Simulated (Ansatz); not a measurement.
Structure data:

```
CELL_PARAMETERS angstrom
4.49823 0.00000 0.00000
0.00000 4.49823 0.00000
0.00000 0.00000 4.49823
ATOMIC_POSITIONS crystal
Ga 0.00000 0.00000 0.00000
N 0.25000 0.25000 0.25000
Ga 0.00000 0.50000 0.50000
N 0.25000 0.75000 0.75000
Ga 0.50000 0.00000 0.50000
N 0.75000 0.25000 0.75000
Ga 0.50000 0.50000 0.00000
N 0.75000 0.75000 0.25000
```

Summarise the structure in words.

Answer. It has the composition GaN. The atoms follow space group F-43m (No. 216); the Bravais lattice is face-centred cubic. It belongs to the family called zinc blende (sphalerite type). Atoms per cell: 8 (4 Ga, 4 N). Around each Ga lie four N in a tetrahedral arrangement at 1.95 Å. N is coordinated by four Ga in a tetrahedral arrangement at 1.95 Å. The bonds build a three-dimensional framework.

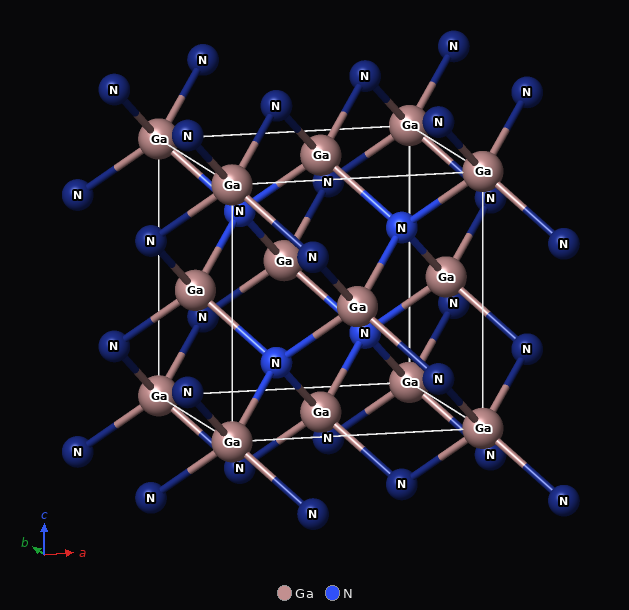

The crystal in a ball-and-stick representation, seen slightly off an axis. Atoms at the boundary of the conventional unit cell (the box) are drawn once for each face, edge or corner they touch. Bonds that leave the box are completed with the atoms at their other ends, in fainter colours. Colours: gallium pink, nitrogen blue.

The initial geometry was a structure listed in the Materials Project. It was relaxed with DFT PBEsol, scalar-relativistic, plane waves, PAW in Ansatz.
